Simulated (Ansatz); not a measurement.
Ni₂Si: geometry relaxation (part 2 of 2)

Continued. System: Ni₂Si (6 atoms in the cell). Method: DFT r2SCAN, scalar-relativistic, plane waves, PAW, no spin polarisation (Ansatz 0.2.0); cutoff 500 eV, 12×12×8 k-mesh, Gaussian smearing of 0.1 eV. The structure derives from an entry of the Crystallography Open Database.

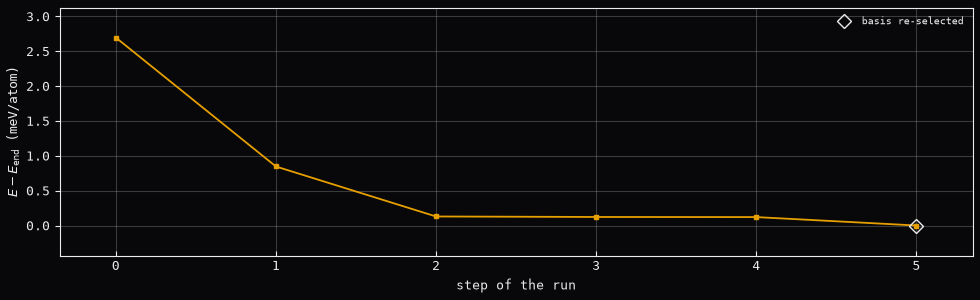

*Progress of the relaxation, step by step (the first geometry is step 0 here and step 1 in the log).*

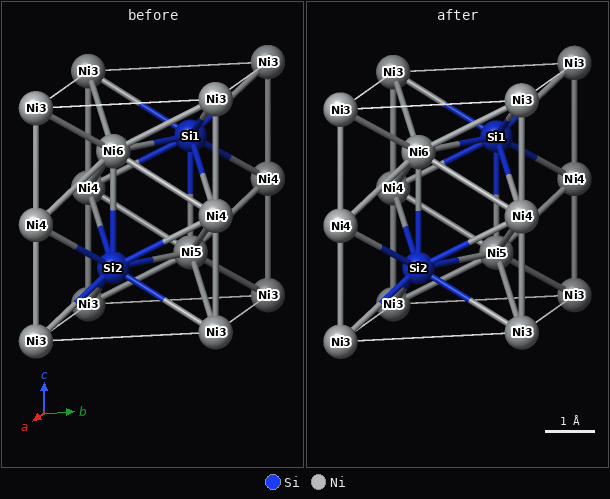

*Before (left) and after (right) the relaxation, at one scale (ball-and-stick view of the cell of the calculation, seen slightly off an axis).*

After 4 geometry steps the energy has fallen by 2.6 meV per atom. All forces vanish by symmetry, so only the cell relaxes. The pressure goes from 3.49 to 0.01 GPa. No atom moves by more than 0.005 Å relative to the cell. Cell: a = b 3.836 → 3.870 Å (+0.9 %), c 4.948 → 4.927 Å (−0.4 %). Volume +1.3 %. Among the contacts that change: Si1–Ni6 2.215 → 2.234 Å, Si1–Ni3 2.537 → 2.551 Å, Ni3–Ni5 2.537 → 2.551 Å, Ni3–Ni4 2.474 → 2.463 Å. The space group stays P6_3/mmc (No. 194). A last SCF at the same geometry on a re-selected plane-wave basis shifts the energy by −0.1 meV per atom. (Atoms are counted from 1 in the order of the input.)

```
basis re-selected at this cell: Δ(F+E_penalty+E_count) = -7.253e-4 eV, ΔP = +0.012 GPa vs the last step (what re-selecting the basis moved, of the pressure what is left beyond the Pulay correction that the steps carried, after the strain that the cell walked since its last selection, with what the two solves' SCF thresholds leave and, on support functions, any second-order correction that the steps lacked; it is no measure of the basis error at this ecutwfc). The dense FFT grid was sized anew with the basis: this SCF ran on 30×30×36 points, the steps before it on 30×30×40, so part of this shift can come from that change (see relax.cell in the input reference). This SCF's stress stands 1.66e-2 GPa from its target on what of the cell is left free (relax.cell.stress_tol is 5.00e-2 GPa) and its largest allowed force component is 2.83e-16 eV/Å (relax.f_tol is 1.00e-2 eV/Å): within both
SCF converged after 8 iterations
Free energy (F): -24662.176083 eV
Harris-Foulkes:  -24662.176083 eV  (|F-HF|=1.09e-11)
Internal energy: -24662.159317 eV  (E = F + TS)
E sigma→0 (E₀):  -24662.167700 eV
Entropy (-TS):   -0.016766 eV (-2.794 meV/atom)
Fermi energy:    17.560763 eV
--- Per-component energies (eV) ---
  E_band       = -1206.105361
  E_kinetic    = 1230.312750
  E_local      = -15827.232438  (includes V_loc(G=0)·N_el)
  E_nonlocal   = 2617.567076
  E_hartree    = 6789.845378
  E_xc         = -424.690264
  E_vxc        = -578.743916  (∫ρ·V_xc dr)
  E_paw        = -7626.435713  (= ΣΔE_a)
  E_vpaw       = -2267.742859  (= ΣTr[D̂ρ^β])
  E_aug_tail   = 0.000886  (compensation charges beyond the density's cutoff)
  E_vtau       = 40.042482  (kinetic-family band-sum trace: ∫τ·v_τ [+ j·A + Jᵃ·Aᵃ] dr)
  E_ewald      = -11420.173852
  E_core_change = -1.353140  (= ΣΔE_core)
  E_smearing   = -0.016766  (= −TS)
  E_closure    = 0.000000  (closes the sum)
  Σ components = -24662.176083   (vs F -24662.176083, Δ=0.00e0)
--- Forces (eV/Å), atoms counted from 1 ---
  atom   1  Si     0.00000000     0.00000000     0.00000000
  atom   2  Si    -0.00000000    -0.00000000    -0.00000000
  atom   3  Ni     0.00000000     0.00000000    -0.00000000
  atom   4  Ni     0.00000000     0.00000000     0.00000000
  atom   5  Ni     0.00000000     0.00000000     0.00000000
  atom   6  Ni    -0.00000000    -0.00000000    -0.00000000
  max |Σ_I F_I| component: 2.31e-17 eV/Å
--- Stress (GPa, compression-positive) ---
        0.016603      -0.000000       0.000000
       -0.000000       0.016603      -0.000000
        0.000000      -0.000000       0.006548
  P = ⅓ Tr σ = 0.0133 GPa (0.133 kbar)
--- Band table (eV; the first three rows and the last of 95) ---
  k-point 0: bands = ["-89.6491", "-89.6481", "-89.3876", "-89.3748", "-48.6400", "-48.6400", "-48.6359", "-48.6359", "-48.5069", "-48.5026", "-48.4017", "-48.3064", "-48.3064", "-48.2993", "-48.2993", "-48.2641", "4.1291", "8.9116", "10.6029", "12.1031", "12.1031", "13.3661", "13.3661", "13.4871", "13.5749", "13.5749", "14.1714", "14.1714", "15.4275", "15.4275", "15.6229", "16.1154", "16.1154", "16.1312", "16.1312", "16.2898", "16.9095", "16.9095", "17.6717", "20.4044", "20.4044", "20.5429", "20.5429", "20.6559", "21.1064", "22.1183", "22.1183", "23.7745"]
  k-point 1: bands = ["-89.6491", "-89.6482", "-89.3871", "-89.3753", "-48.6398", "-48.6398", "-48.6360", "-48.6360", "-48.5068", "-48.5028", "-48.3964", "-48.3061", "-48.3061", "-48.2996", "-48.2996", "-48.2693", "4.2297", "8.3747", "11.0751", "12.1247", "12.1247", "13.1736", "13.1736", "13.5032", "13.7436", "13.7436", "14.1690", "14.1690", "15.4897", "15.4897", "15.5893", "16.1160", "16.1160", "16.1248", "16.1248", "16.3197", "16.8583", "16.8583", "17.8410", "20.5129", "20.5129", "20.5699", "20.5699", "20.6554", "20.9516", "21.9868", "21.9868", "23.9272"]
  k-point 2: bands = ["-89.6490", "-89.6483", "-89.3858", "-89.3767", "-48.6394", "-48.6394", "-48.6365", "-48.6365", "-48.5066", "-48.5034", "-48.3813", "-48.3054", "-48.3054", "-48.3004", "-48.3004", "-48.2842", "4.5291", "7.4379", "11.8316", "12.1903", "12.1903", "12.9101", "12.9101", "13.5070", "13.9360", "13.9360", "14.1646", "14.1646", "15.5302", "15.6600", "15.6600", "16.1099", "16.1099", "16.1188", "16.1188", "16.2562", "16.7118", "16.7118", "18.4689", "20.6370", "20.6538", "20.6538", "20.6911", "20.8350", "20.8350", "21.6783", "21.6783", "24.1090"]
  k-point 94: bands = ["-89.6483", "-89.6483", "-89.3815", "-89.3815", "-48.6410", "-48.6410", "-48.6387", "-48.6387", "-48.5084", "-48.5084", "-48.3305", "-48.3305", "-48.3066", "-48.3066", "-48.2961", "-48.2961", "8.2490", "8.2490", "10.4135", "10.4135", "11.2953", "11.2953", "13.4543", "13.4543", "14.2347", "14.2347", "14.5926", "14.5926", "14.9220", "14.9220", "15.1661", "15.1661", "15.8142", "15.8142", "16.1300", "16.1300", "16.2257", "16.2257", "16.3397", "16.3397", "17.3487", "17.3487", "23.3663", "23.3663", "24.1464", "24.1464", "26.0226", "26.0226"]
--- Relaxed structure (5 steps of the walk, 5 accepted, 1 SCFs on fresh bases) ---
  F+E_penalty+E_count = -24662.17608333 eV   max|allowed force component| = 2.830e-16 eV/Å   (the final SCF, on the basis selected at the relaxed cell)
  cell:  # Å, volume = 63.8876 Å³
    - [3.869545672526759, -2.4748676613766233e-33, -3.0935845767207785e-35]
    - [-1.9347728362633796, 3.3511248535123137, 3.771495052300536e-34]
    - [-3.99036926111935e-35, 5.3869985025111215e-34, 4.9268109823150565]
  atoms:
    - { symbol: Si, position: [0.3333333333333333, 0.6666666666666666, 0.75] }
    - { symbol: Si, position: [0.6666666666666666, 0.3333333333333333, 0.25] }
    - { symbol: Ni, position: [-2.6351948935825783e-36, -1.8519386479122835e-35, -2.5737787947340145e-85] }
    - { symbol: Ni, position: [2.5530990015755615e-35, -4.025953582417981e-36, 0.5] }
    - { symbol: Ni, position: [0.3333333333333333, 0.6666666666666666, 0.25] }
    - { symbol: Ni, position: [0.6666666666666666, 0.3333333333333333, 0.75] }
```

Trajectory as extended XYZ (Å, eV, eV/Å), 6 frames, from step=1 to step=6:
```
6
Lattice="3.8360 0.0000 0.0000 -1.9180 3.3221 0.0000 0.0000 0.0000 4.9480" Properties=species:S:1:pos:R:3:forces:R:3 step=1 energy=-24662.15990 pressure_GPa=3.49
Si    0.0000    2.2147    3.7110    0.0000   0.0000   0.0000
Si    1.9180    1.1074    1.2370    0.0000   0.0000   0.0000
Ni    0.0000    0.0000    0.0000    0.0000   0.0000   0.0000
Ni    0.0000    0.0000    2.4740    0.0000   0.0000   0.0000
Ni    0.0000    2.2147    1.2370    0.0000   0.0000   0.0000
Ni    1.9180    1.1074    3.7110    0.0000   0.0000   0.0000
6
Lattice="3.8513 0.0000 0.0000 -1.9257 3.3353 0.0000 0.0000 0.0000 4.9443" Properties=species:S:1:pos:R:3:forces:R:3 step=2 energy=-24662.17100 pressure_GPa=1.61
Si    0.0000    2.2235    3.7082    0.0000   0.0000   0.0000
Si    1.9257    1.1118    1.2361    0.0000   0.0000   0.0000
Ni    0.0000    0.0000    0.0000    0.0000   0.0000   0.0000
Ni    0.0000    0.0000    2.4721    0.0000   0.0000   0.0000
Ni    0.0000    2.2235    1.2361    0.0000   0.0000   0.0000
Ni    1.9257    1.1118    3.7082    0.0000   0.0000   0.0000
6
Lattice="3.8685 0.0000 0.0000 -1.9343 3.3502 0.0000 0.0000 0.0000 4.9307" Properties=species:S:1:pos:R:3:forces:R:3 step=3 energy=-24662.17531 pressure_GPa=-0.03
Si    0.0000    2.2335    3.6980    0.0000   0.0000   0.0000
Si    1.9343    1.1167    1.2327    0.0000   0.0000   0.0000
Ni    0.0000    0.0000    0.0000    0.0000   0.0000   0.0000
Ni    0.0000    0.0000    2.4653    0.0000   0.0000   0.0000
Ni    0.0000    2.2335    1.2327    0.0000   0.0000   0.0000
Ni    1.9343    1.1167    3.6980    0.0000   0.0000   0.0000
6
Lattice="3.8695 0.0000 0.0000 -1.9348 3.3511 0.0000 0.0000 0.0000 4.9276" Properties=species:S:1:pos:R:3:forces:R:3 step=4 energy=-24662.17535 pressure_GPa=-0.03
Si    0.0000    2.2341    3.6957    0.0000   0.0000   0.0000
Si    1.9348    1.1170    1.2319    0.0000   0.0000   0.0000
Ni    0.0000    0.0000    0.0000    0.0000   0.0000   0.0000
Ni    0.0000    0.0000    2.4638    0.0000   0.0000   0.0000
Ni    0.0000    2.2341    1.2319    0.0000   0.0000   0.0000
Ni    1.9348    1.1170    3.6957    0.0000   0.0000   0.0000
6
Lattice="3.8695 0.0000 0.0000 -1.9348 3.3511 0.0000 0.0000 0.0000 4.9268" Properties=species:S:1:pos:R:3:forces:R:3 step=5 energy=-24662.17536 pressure_GPa=0.00
Si    0.0000    2.2341    3.6951    0.0000   0.0000   0.0000
Si    1.9348    1.1170    1.2317    0.0000   0.0000   0.0000
Ni    0.0000    0.0000    0.0000    0.0000   0.0000   0.0000
Ni    0.0000    0.0000    2.4634    0.0000   0.0000   0.0000
Ni    0.0000    2.2341    1.2317    0.0000   0.0000   0.0000
Ni    1.9348    1.1170    3.6951    0.0000   0.0000   0.0000
6
Lattice="3.8695 0.0000 0.0000 -1.9348 3.3511 0.0000 0.0000 0.0000 4.9268" Properties=species:S:1:pos:R:3:forces:R:3 step=6 energy=-24662.17608 pressure_GPa=0.01
Si    0.0000    2.2341    3.6951    0.0000   0.0000   0.0000
Si    1.9348    1.1170    1.2317    0.0000   0.0000   0.0000
Ni    0.0000    0.0000    0.0000    0.0000   0.0000   0.0000
Ni    0.0000    0.0000    2.4634    0.0000   0.0000   0.0000
Ni    0.0000    2.2341    1.2317    0.0000   0.0000   0.0000
Ni    1.9348    1.1170    3.6951    0.0000   0.0000   0.0000
```

This output came from the following input.

The input:
```yaml
crystal:
  lattice:
    - [3.836, 0.0, 0.0]
    - [-1.918, 3.3220734489, 0.0]
    - [0.0, 0.0, 4.948]
  atoms:
    - { symbol: Si, position: [0.3333333333, 0.6666666667, 0.75] }
    - { symbol: Si, position: [0.6666666667, 0.3333333333, 0.25] }
    - { symbol: Ni, position: [0.0, 0.0, 0.0] }
    - { symbol: Ni, position: [0.0, 0.0, 0.5] }
    - { symbol: Ni, position: [0.3333333333, 0.6666666667, 0.25] }
    - { symbol: Ni, position: [0.6666666667, 0.3333333333, 0.75] }
basis:
  ecutwfc: 500
kpoints:
  mp_grid: { grid: [12, 12, 8] }
hamiltonian:
  xc: r2scan
scf:
  occupations: { method: gaussian, width: 0.1 }
output:
  forces: true
  stress: true
  eigenvalues: true
relax:
  adjacent_minimum: "off"
  f_tol: 0.01
  max_steps: 80
  cell: { stress_tol: 0.05 }
```

Run as:
```bash
ansatz run input.yaml --threads 4 --pin off --max-ram 9216MiB --backend cpu --events-out ev --progress --plain --runs-dir out
```

Results in brief:

| quantity | value |
| --- | --- |
| outcome | converged |
| space group (tolerance 0.01 Å) | P6₃/mmc (194) |
| electrons treated | 80 |
| free energy | −24662.1761 eV |
| Fermi energy | 17.561 eV |
| gap on the k-point mesh | none (metallic) |
| pressure | 0.01 GPa |
| final volume | 63.89 Å³ |
| largest force (length of the vector) at the end | under 0.001 eV/Å |
| final cell | a = 3.870 Å, b = 3.870 Å, c = 4.927 Å, α = 90.00°, β = 90.00°, γ = 120.00° |
| hardware | 4 threads of Intel Xeon @ 2.50GHz (Skylake/Cascade Lake), 192 GiB of memory available, shared host |
| wall time | 79 s (CPU time 4.9 min) |
| peak memory | 0.81 GiB |

Notes:

The run has no spin polarisation, so a magnetic state may lie lower.
